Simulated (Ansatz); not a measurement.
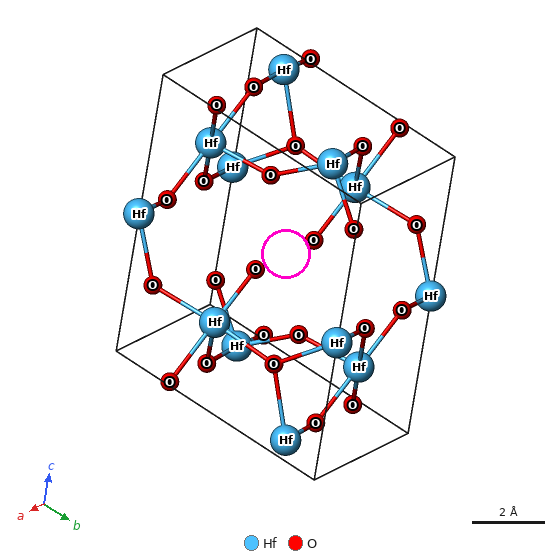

We look at a ball-and-stick model of the crystal slightly off an axis. The frame is the supercell; atoms at its boundary are shown with their periodic copies. The host is HfO2, in a cell of 24 sites, and the cell carries a charge of -3. A ring marks the defect's site.

How does this supercell depart from the perfect host?

Answer. A hafnium vacancy. Around the empty site lie six O at about 2.1 to 2.3 Å.

Results below were computed with Ansatz, DFT PBEsol, scalar-relativistic, plane waves, PAW; the settings were 420 eV cutoff, the zone sampled with 2×2×2 points, Gaussian smearing of 0.01 eV, collinear spins.

Does a spin moment come with the defect?

Answer. No net moment.

The atoms were relaxed in the host's cell with DFT PBEsol, scalar-relativistic, plane waves, PAW in Ansatz 0.2.0.
